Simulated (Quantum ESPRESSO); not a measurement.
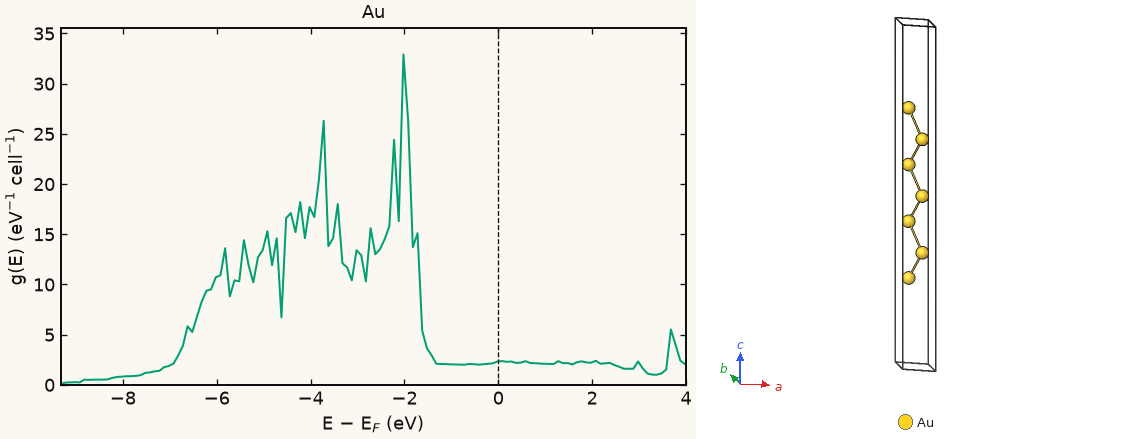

Density of states, beside the structure. Energies are counted from the Fermi level.

Calculation on a slab of Au, 7 atoms in the cell.

Quantum ESPRESSO; LDA, GBRV 1.5 LDA, no spin polarisation, no spin-orbit coupling, 11×11×1 k mesh in the self-consistent step, 544 eV cutoff, Fermi-Dirac smearing of 0.05 eV.

Metal or insulator, and how many states lie at the Fermi level?

Answer. It is a metal. The density of states at the Fermi level is about 2.2 per eV and cell (mean within 0.25 eV), or 0.32 per atom.

The density of states was taken with the optimised tetrahedron method. Real space augmentation costs some meV and hundredths of eV per Å. Spin-orbit coupling is left out, which matters for Au. The cell was derived from a database entry in an earlier step, so it needn't be the measured one.
